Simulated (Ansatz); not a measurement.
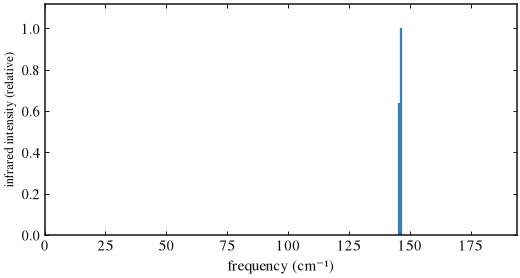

The figure shows the infrared spectrum of the zone-centre phonons for KCl, space group P6_3/mmc (No. 194) (cell built by us, not taken from a database). The spectrum is scaled to its strongest line. These are zero-field (TO) frequencies; inactive modes don't show.

Starting cell:
```yaml
crystal:
  lattice:
    - [5.29963, 0.00000, 0.00000]
    - [-2.64981, 4.58961, 0.00000]
    - [0.00000, 0.00000, 6.18832]
  atoms:
    - { symbol: K, position: [0.33333, 0.66667, 0.25000] }
    - { symbol: K, position: [0.66667, 0.33333, 0.75000] }
    - { symbol: Cl, position: [0.66667, 0.33333, 0.25000] }
    - { symbol: Cl, position: [0.33333, 0.66667, 0.75000] }
```

Method: perturbation theory at the zone centre of a relaxed insulator, optical modes (intensities summed over a level), dielectric tensors and Born charges, a negative frequency is imaginary, spin-unpolarised plane waves (Ansatz 0.2.0). Level: PBEsol.

- periodic directions: 3
- potentials: PAW
- wave cutoff: 420 eV
- k mesh: 6×6×4

Which are the strongest infrared lines?

The strongest infrared line is at 146.4 cm⁻¹, followed by 145.6 (64 % of it).

The computed values:

```csv
frequency (cm⁻¹),degeneracy,infrared ((debye/Å)²/amu)
59.5,2,0
97.9,1,0
145.3,2,0
145.6,1,3.3
146.4,2,5.17
154.5,1,0
```
